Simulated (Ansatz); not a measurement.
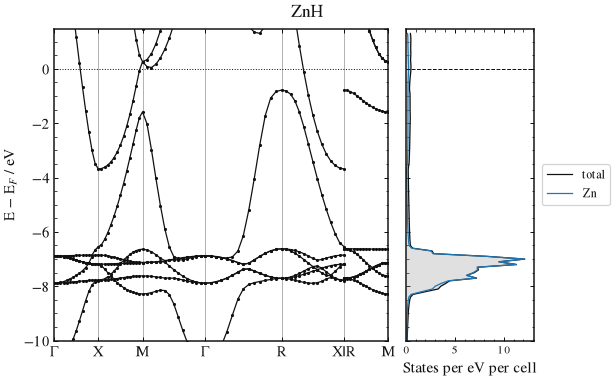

Band structure and density of states. Energies are counted from the Fermi level. The partial curves are projected on Löwdin-orthogonalised atomic shells; they sum to less than the total at higher energies, where shells without a projector contribute.

Question: Which Bravais lattice do the labels of the path belong to?

Answer: A simple cubic lattice: the path Γ–X–M–Γ–R–X|R–M runs through the special points of its Brillouin zone.

The material is ZnH, space group Pm-3m, 2 atoms in the cell.

Ansatz; DFT PBE, scalar-relativistic, plane waves, PAW, no spin polarisation, 20×20×20 k mesh, Gaussian smearing of 0.1 eV.

Question: Does this material conduct, going by its bands?

Answer: A metal: 1 band crosses the Fermi level along this path.

Question: What is the density of states at the Fermi level?

Answer: The density of states at the Fermi level is about 0.51 per eV and cell (mean within 0.25 eV), or 0.25 per atom.

Question: Where is the tallest peak in the window, and which states make it?

Answer: The tallest peak in the window is at −7.0 eV; by projected weight it is Zn almost alone.

Question: What carries the states at the Fermi level?

Answer: By projected weight, the states within 0.3 eV of the Fermi level are Zn (70 %); the projections cover about 80 % of the total there.

The structure is an invented one, so it need not be a known or stable phase.
